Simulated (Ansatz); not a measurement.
System: Cr, space group Im-3m (No. 229).

Starting cell:
```yaml
crystal:
  lattice:
    - [-1.40709, 1.40709, 1.40709]
    - [1.40709, -1.40709, 1.40709]
    - [1.40709, 1.40709, -1.40709]
  atoms:
    - { symbol: Cr, position: [0.00000, 0.00000, 0.00000] }
```

Input of one of the runs behind the figure:
```
crystal:
  lattice:
    - [-1.3928710838, 1.3928710838, 1.3928710838]
    - [1.3928710838, -1.3928710838, 1.3928710838]
    - [1.3928710838, 1.3928710838, -1.3928710838]
  atoms:
    - { symbol: Cr, position: [0.0, 0.0, 0.0] }
basis:
  ecutwfc: 420
kpoints:
  mp_grid: { grid: [20, 20, 20] }
hamiltonian:
  xc: pbesol
scf:
  occupations: { method: gaussian, width: 0.1 }
output:
  forces: true
  stress: true
  eigenvalues: true
  write_density: true
  write_potential: true
  elf: true
  volumetric_format: npy
```

Command:
```bash
ansatz run input.yaml --threads 1 --pin off --max-ram 2560MiB --backend cpu --events-out ev --progress --plain --runs-dir out
```

Calculation (Ansatz 0.2.0): third-order Birch-Murnaghan fit to density functional energies at scaled volumes of the given relaxed cell, shape and atoms relaxed at each volume; energies count from the fitted minimum; plane waves with PAW datasets, Γ-centred k mesh. Level: PBEsol, no spin polarisation.

| setting | value |
| --- | --- |
| wave cutoff | 420 eV |
| k mesh | 20×20×20 |
| occupations | Gaussian |
| smearing width | 0.1 eV |

Describe the result: the energy above the minimum and pressure against volume. The volume takes the values 9.806, 10.141, 10.475, 10.809, 11.143, 11.478, 11.812, 12.258 Å³/atom.

A third-order Birch–Murnaghan fit gives V0 = 11.14 Å³/atom, B0 = 282 GPa and B′ = 4.2. The energy above the minimum is 176.3 meV/atom at volume 9.806 Å³/atom and 83.3 meV/atom at 12.258 Å³/atom; the lowest computed point is at volume 11.143 Å³/atom (0.0 meV/atom), and no other minimum shows. The pressure falls from 47.11 GPa at volume 9.806 Å³/atom to −21.94 GPa at 12.258 Å³/atom, and changes sign near 11.14 Å³/atom. The solid is metallic at every point.

```json
{"volume (Å³/atom)": "9.806", "energy above the minimum (meV/atom)": "176.3", "pressure (GPa)": "47.11"}
{"volume (Å³/atom)": "10.141", "energy above the minimum (meV/atom)": "93.6", "pressure (GPa)": "32.47"}
{"volume (Å³/atom)": "10.475", "energy above the minimum (meV/atom)": "39.2", "pressure (GPa)": "19.92"}
{"volume (Å³/atom)": "10.809", "energy above the minimum (meV/atom)": "9.2", "pressure (GPa)": "9.17"}
{"volume (Å³/atom)": "11.143", "energy above the minimum (meV/atom)": "0.0", "pressure (GPa)": "0.00"}
{"volume (Å³/atom)": "11.478", "energy above the minimum (meV/atom)": "8.5", "pressure (GPa)": "-7.84"}
{"volume (Å³/atom)": "11.812", "energy above the minimum (meV/atom)": "32.1", "pressure (GPa)": "-14.53"}
{"volume (Å³/atom)": "12.258", "energy above the minimum (meV/atom)": "83.3", "pressure (GPa)": "-21.94"}
```

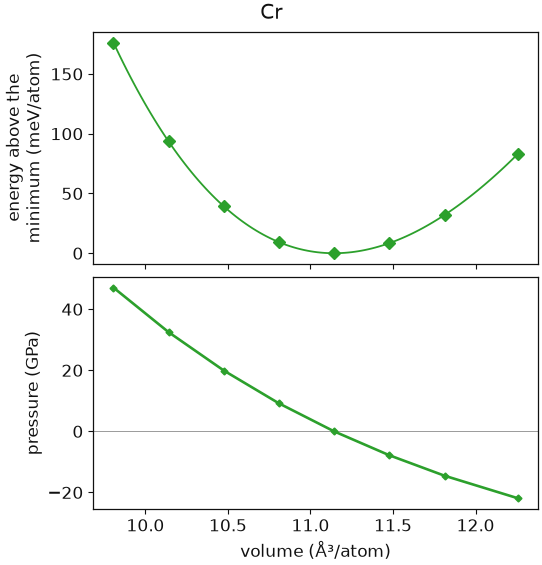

Keep in mind: no spin polarisation, a magnetic state may lie lower.
